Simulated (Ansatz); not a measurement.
Run report: AlN, geometry relaxation (part 3 of 3)

The same run, continued: AlN (slab, 48 atoms in the cell); DFT PBE+D3(BJ), scalar-relativistic, plane waves, PAW, no spin polarisation (Ansatz 0.2.0); cutoff 420 eV, 3×2×1 k-mesh, Gaussian smearing of 0.05 eV. The structure derives from an entry of the Crystallography Open Database. The input holds or restrains some coordinates. Forces given for the steps count only the free coordinates. It belongs to a series of runs on one base structure; here: clean slab, lower planes held.

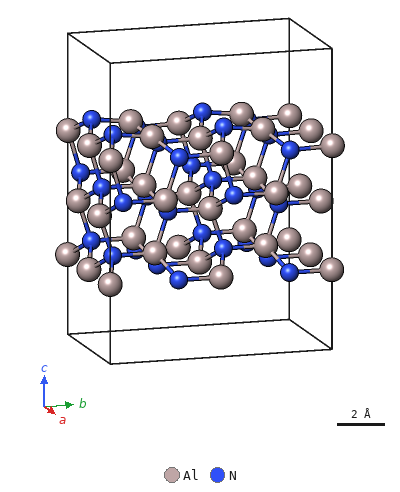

The geometry at step 6 of the log (ball-and-stick view of the cell of the calculation, with the vacuum cut short, seen slightly off an axis).

Output, continued
```
  k-point 3: bands = ["-15.6364", "-15.6364", "-15.1057", "-15.1057", "-15.0372", "-15.0372", "-14.6681", "-14.6681", "-14.3851", "-14.3851", "-14.0741", "-14.0741", "-14.0464", "-14.0464", "-13.7768", "-13.7768", "-13.2032", "-13.2032", "-12.9904", "-12.9904", "-12.7784", "-12.7784", "-12.5497", "-12.5497", "-6.1243", "-6.1243", "-6.0317", "-6.0317", "-5.9992", "-5.9992", "-5.8387", "-5.8387", "-5.7138", "-5.7138", "-5.5365", "-5.5365", "-5.4782", "-5.4782", "-5.3315", "-5.3315", "-5.1554", "-5.1554", "-4.7485", "-4.7485", "-4.5319", "-4.5319", "-4.3376", "-4.3376", "-3.8500", "-3.8500", "-3.8151", "-3.8151", "-3.7190", "-3.7190", "-3.7165", "-3.7165", "-3.4590", "-3.4590", "-3.2289", "-3.2289", "-3.1691", "-3.1691", "-2.9972", "-2.9972", "-2.9095", "-2.9095", "-2.8748", "-2.8748", "-2.6615", "-2.6615", "-2.3191", "-2.3191", "-2.0668", "-2.0668", "-2.0174", "-2.0174", "-1.8872", "-1.8872", "-1.7605", "-1.7605", "-1.7294", "-1.7294", "-1.6908", "-1.6908", "-1.5903", "-1.5903", "-1.2846", "-1.2846", "-0.8655", "-0.8655", "-0.8275", "-0.8275", "-0.6461", "-0.6461", "-0.5983", "-0.5983", "1.5555", "1.5555", "1.9957", "1.9957", "2.7914", "2.7914", "3.1813", "3.1813", "4.6749", "4.6749", "4.7286", "4.7286", "5.0826", "5.0826", "5.1600", "5.1600", "5.2999", "5.2999", "5.5122", "5.5122", "5.5646", "5.5646", "5.6425", "5.6425", "5.8120", "5.8120", "6.2287", "6.2287", "6.2476", "6.2476", "6.3977", "6.3977", "6.4630", "6.4630", "6.8222", "6.8222", "6.8307", "6.8307", "6.8931", "6.8931", "6.9375", "6.9375", "7.1032", "7.1032", "7.5380", "7.5380", "7.5633", "7.5633"]
--- Relaxed structure (6 steps of the walk, 6 accepted, 0 SCFs on fresh bases) ---
  F+E_penalty+E_count = -22173.01676198 eV   max|allowed force component| = 3.342e-3 eV/Å
  atoms:
    - { symbol: Al, position: [0.5, 0.9992212451, 0.3590136291] }
    - { symbol: Al, position: [0.5, 0.4992212451, 0.3590136291] }
    - { symbol: Al, position: [0.0, 0.9992212451, 0.3590136291] }
    - { symbol: Al, position: [0.0, 0.4992212451, 0.3590136291] }
    - { symbol: N, position: [0.5, 0.3082787549, 0.3590136291] }
    - { symbol: N, position: [0.5, 0.8082787549, 0.3590136291] }
    - { symbol: N, position: [0.0, 0.3082787549, 0.3590136291] }
    - { symbol: N, position: [0.0, 0.8082787549, 0.3590136291] }
    - { symbol: Al, position: [0.75, 0.2492212451, 0.3992954493] }
    - { symbol: Al, position: [0.75, 0.7492212451, 0.3992954493] }
    - { symbol: Al, position: [0.25, 0.2492212451, 0.3992954493] }
    - { symbol: Al, position: [0.25, 0.7492212451, 0.3992954493] }
    - { symbol: N, position: [0.75, 0.0582787549, 0.3992954493] }
    - { symbol: N, position: [0.75, 0.5582787549, 0.3992954493] }
    - { symbol: N, position: [0.25, 0.0582787549, 0.3992954493] }
    - { symbol: N, position: [0.25, 0.5582787549, 0.3992954493] }
    - { symbol: Al, position: [0.75, 0.9992212451, 0.4798590899] }
    - { symbol: Al, position: [0.75, 0.4992212451, 0.4798590899] }
    - { symbol: Al, position: [0.25, 0.9992212451, 0.4798590899] }
    - { symbol: Al, position: [0.25, 0.4992212451, 0.4798590899] }
    - { symbol: N, position: [0.75, 0.3082787549, 0.4798590899] }
    - { symbol: N, position: [0.75, 0.8082787549, 0.4798590899] }
    - { symbol: N, position: [0.25, 0.3082787549, 0.4798590899] }
    - { symbol: N, position: [0.25, 0.8082787549, 0.4798590899] }
    - { symbol: Al, position: [2.9517637120325147e-35, 0.24827378797561175, 0.5179823671887255] }
    - { symbol: Al, position: [2.3710888834359546e-35, 0.7482737879756116, 0.5179823671887255] }
    - { symbol: Al, position: [0.5, 0.24827378797561175, 0.5179823671887255] }
    - { symbol: Al, position: [0.5, 0.7482737879756116, 0.5179823671887255] }
    - { symbol: N, position: [1.9355827619885344e-36, 0.05809867105331267, 0.5189829488333725] }
    - { symbol: N, position: [1.209739226242834e-36, 0.5580986710533127, 0.5189829488333725] }
    - { symbol: N, position: [0.5, 0.05809867105331267, 0.5189829488333725] }
    - { symbol: N, position: [0.5, 0.5580986710533127, 0.5189829488333725] }
    - { symbol: Al, position: [2.1678526934271585e-34, 1.0021905853556816, 0.6037205161657175] }
    - { symbol: Al, position: [9.677913809942672e-35, 0.5021905853556815, 0.6037205161657175] }
    - { symbol: Al, position: [0.5, 1.0021905853556814, 0.6037205161657175] }
    - { symbol: Al, position: [0.5, 0.5021905853556815, 0.6037205161657175] }
    - { symbol: N, position: [-6.19386483836331e-35, 0.31132666138475606, 0.600787781885835] }
    - { symbol: N, position: [6.19386483836331e-35, 0.811326661384756, 0.600787781885835] }
    - { symbol: N, position: [0.5, 0.31132666138475606, 0.600787781885835] }
    - { symbol: N, position: [0.5, 0.811326661384756, 0.600787781885835] }
    - { symbol: Al, position: [0.25, 0.23635605110261101, 0.6292760866411777] }
    - { symbol: Al, position: [0.25, 0.7363560511026108, 0.6292760866411777] }
    - { symbol: Al, position: [0.75, 0.23635605110261101, 0.6292760866411777] }
    - { symbol: Al, position: [0.75, 0.7363560511026108, 0.6292760866411777] }
    - { symbol: N, position: [0.25, 0.059952747515294814, 0.638890426740441] }
    - { symbol: N, position: [0.25, 0.5599527475152948, 0.638890426740441] }
    - { symbol: N, position: [0.75, 0.05995274751529483, 0.638890426740441] }
    - { symbol: N, position: [0.75, 0.5599527475152948, 0.638890426740441] }
```

Trajectory as extended XYZ (Å, eV, eV/Å), 2 of the 6 frames kept, from step=1 to step=6
```
48
Lattice="6.2188 0.0000 0.0000 0.0000 9.9576 0.0000 0.0000 0.0000 22.2833" Properties=species:S:1:pos:R:3:forces:R:3 step=1 energy=-22171.07806
Al    3.1094    9.9498    8.0000    0.0000  -1.8301   1.8641
Al    3.1094    4.9710    8.0000    0.0000  -1.8301   1.8641
Al    0.0000    9.9498    8.0000    0.0000  -1.8301   1.8641
Al    0.0000    4.9710    8.0000    0.0000  -1.8301   1.8641
N     3.1094    3.0697    8.0000    0.0000   0.8080   0.3225
N     3.1094    8.0485    8.0000    0.0000   0.8080   0.3225
N     0.0000    3.0697    8.0000    0.0000   0.8080   0.3225
N     0.0000    8.0485    8.0000    0.0000   0.8080   0.3225
Al    4.6641    2.4816    8.8976    0.0000   1.0500  -1.5947
Al    4.6641    7.4604    8.8976    0.0000   1.0500  -1.5947
Al    1.5547    2.4816    8.8976    0.0000   1.0500  -1.5947
Al    1.5547    7.4604    8.8976    0.0000   1.0500  -1.5947
N     4.6641    0.5803    8.8976    0.0000   0.3262  -1.2360
N     4.6641    5.5591    8.8976    0.0000   0.3262  -1.2360
N     1.5547    0.5803    8.8976    0.0000   0.3262  -1.2360
N     1.5547    5.5591    8.8976    0.0000   0.3262  -1.2360
Al    4.6641    9.9498   10.6928    0.0000  -0.2992   0.3691
Al    4.6641    4.9710   10.6928    0.0000  -0.2992   0.3691
Al    1.5547    9.9498   10.6928    0.0000  -0.2992   0.3691
Al    1.5547    4.9710   10.6928    0.0000  -0.2992   0.3691
N     4.6641    3.0697   10.6928    0.0000  -0.0548   0.7082
N     4.6641    8.0485   10.6928    0.0000  -0.0548   0.7082
N     1.5547    3.0697   10.6928    0.0000  -0.0548   0.7082
N     1.5547    8.0485   10.6928    0.0000  -0.0548   0.7082
Al    0.0000    2.4816   11.5904    0.0000  -0.2992  -0.3691
Al    0.0000    7.4604   11.5904    0.0000  -0.2992  -0.3691
Al    3.1094    2.4816   11.5904    0.0000  -0.2992  -0.3691
Al    3.1094    7.4604   11.5904    0.0000  -0.2992  -0.3691
N     0.0000    0.5803   11.5904    0.0000  -0.0548  -0.7082
N     0.0000    5.5591   11.5904    0.0000  -0.0548  -0.7082
N     3.1094    0.5803   11.5904    0.0000  -0.0548  -0.7082
N     3.1094    5.5591   11.5904    0.0000  -0.0548  -0.7082
Al    0.0000    9.9498   13.3857    0.0000   1.0500   1.5947
Al    0.0000    4.9710   13.3857    0.0000   1.0500   1.5947
Al    3.1094    9.9498   13.3857    0.0000   1.0500   1.5947
Al    3.1094    4.9710   13.3857    0.0000   1.0500   1.5947
N     0.0000    3.0697   13.3857    0.0000   0.3262   1.2360
N     0.0000    8.0485   13.3857    0.0000   0.3262   1.2360
N     3.1094    3.0697   13.3857    0.0000   0.3262   1.2360
N     3.1094    8.0485   13.3857    0.0000   0.3262   1.2360
Al    1.5547    2.4816   14.2833    0.0000  -1.8301  -1.8641
Al    1.5547    7.4604   14.2833    0.0000  -1.8301  -1.8641
Al    4.6641    2.4816   14.2833    0.0000  -1.8301  -1.8641
Al    4.6641    7.4604   14.2833    0.0000  -1.8301  -1.8641
N     1.5547    0.5803   14.2833    0.0000   0.8080  -0.3225
N     1.5547    5.5591   14.2833    0.0000   0.8080  -0.3225
N     4.6641    0.5803   14.2833    0.0000   0.8080  -0.3225
N     4.6641    5.5591   14.2833    0.0000   0.8080  -0.3225
48
Lattice="6.2188 0.0000 0.0000 0.0000 9.9576 0.0000 0.0000 0.0000 22.2833" Properties=species:S:1:pos:R:3:forces:R:3 step=6 energy=-22173.01676
Al    3.1094    9.9498    8.0000    0.0000  -1.8105   1.8787
Al    3.1094    4.9710    8.0000    0.0000  -1.8105   1.8787
Al    0.0000    9.9498    8.0000    0.0000  -1.8105   1.8787
Al    0.0000    4.9710    8.0000    0.0000  -1.8105   1.8787
N     3.1094    3.0697    8.0000    0.0000   0.7998   0.3510
N     3.1094    8.0485    8.0000    0.0000   0.7998   0.3510
N     0.0000    3.0697    8.0000    0.0000   0.7998   0.3510
N     0.0000    8.0485    8.0000    0.0000   0.7998   0.3510
Al    4.6641    2.4816    8.8976    0.0000   1.0153  -1.7208
Al    4.6641    7.4604    8.8976    0.0000   1.0153  -1.7208
Al    1.5547    2.4816    8.8976    0.0000   1.0153  -1.7208
Al    1.5547    7.4604    8.8976    0.0000   1.0153  -1.7208
N     4.6641    0.5803    8.8976    0.0000   0.3197  -1.3144
N     4.6641    5.5591    8.8976    0.0000   0.3197  -1.3144
N     1.5547    0.5803    8.8976    0.0000   0.3197  -1.3144
N     1.5547    5.5591    8.8976    0.0000   0.3197  -1.3144
Al    4.6641    9.9498   10.6928    0.0000  -0.3199   0.3608
Al    4.6641    4.9710   10.6928    0.0000  -0.3199   0.3608
Al    1.5547    9.9498   10.6928    0.0000  -0.3199   0.3608
Al    1.5547    4.9710   10.6928    0.0000  -0.3199   0.3608
N     4.6641    3.0697   10.6928    0.0000  -0.0048   0.4496
N     4.6641    8.0485   10.6928    0.0000  -0.0048   0.4496
N     1.5547    3.0697   10.6928    0.0000  -0.0048   0.4496
N     1.5547    8.0485   10.6928    0.0000  -0.0048   0.4496
Al    0.0000    2.4722   11.5423    0.0000   0.0001   0.0033
Al    0.0000    7.4510   11.5423    0.0000   0.0001   0.0033
Al    3.1094    2.4722   11.5423    0.0000   0.0001   0.0033
Al    3.1094    7.4510   11.5423    0.0000   0.0001   0.0033
N     0.0000    0.5785   11.5646    0.0000   0.0011  -0.0027
N     0.0000    5.5573   11.5646    0.0000   0.0011  -0.0027
N     3.1094    0.5785   11.5646    0.0000   0.0011  -0.0027
N     3.1094    5.5573   11.5646    0.0000   0.0011  -0.0027
Al    0.0000    9.9794   13.4529    0.0000  -0.0025  -0.0008
Al    0.0000    5.0006   13.4529    0.0000  -0.0025  -0.0008
Al    3.1094    9.9794   13.4529    0.0000  -0.0025  -0.0008
Al    3.1094    5.0006   13.4529    0.0000  -0.0025  -0.0008
N     0.0000    3.1001   13.3875    0.0000  -0.0009  -0.0006
N     0.0000    8.0788   13.3875    0.0000  -0.0009  -0.0006
N     3.1094    3.1001   13.3875    0.0000  -0.0009  -0.0006
N     3.1094    8.0788   13.3875    0.0000  -0.0009  -0.0006
Al    1.5547    2.3535   14.0223    0.0000  -0.0006  -0.0009
Al    1.5547    7.3323   14.0223    0.0000  -0.0006  -0.0009
Al    4.6641    2.3535   14.0223    0.0000  -0.0006  -0.0009
Al    4.6641    7.3323   14.0223    0.0000  -0.0006  -0.0009
N     1.5547    0.5970   14.2366    0.0000   0.0033  -0.0033
N     1.5547    5.5758   14.2366    0.0000   0.0033  -0.0033
N     4.6641    0.5970   14.2366    0.0000   0.0033  -0.0033
N     4.6641    5.5758   14.2366    0.0000   0.0033  -0.0033
```

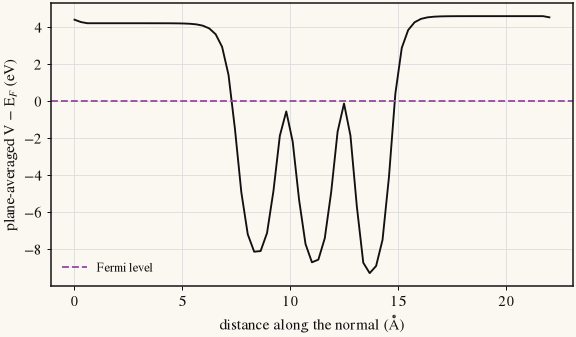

Plane average of the electrostatic potential energy of an electron across the cell, from the Fermi level. The vacuum level lies 4.58 eV above the Fermi level on the upper side and 4.20 eV on the lower.

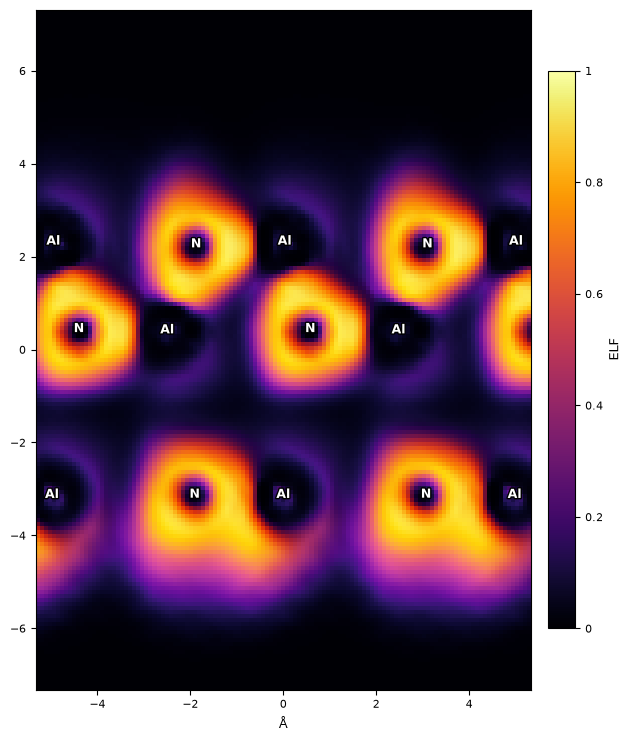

Electron localisation function on the (100) plane of the calculation cell, a cut from vacuum to vacuum. The section cuts through Al and N sites. Al–N (1.90 Å): the ELF is about 0.85 at the midpoint. Al–N (1.95 Å): the ELF is about 0.85 at the midpoint. The fields are those of the smooth PAW valence density.

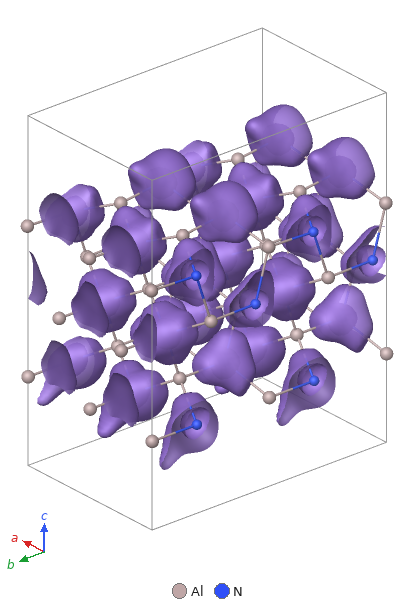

Isosurface of the ELF at 0.75 (purple), seen at an oblique angle. Core shells and regions of very low density are left out. Sticks mark near contacts. Along the contacts the grid gives the following. Al–N (1.77 Å): the ELF is about 0.80 at the midpoint. Al–N (1.83 Å): the ELF is about 0.85 at the midpoint.
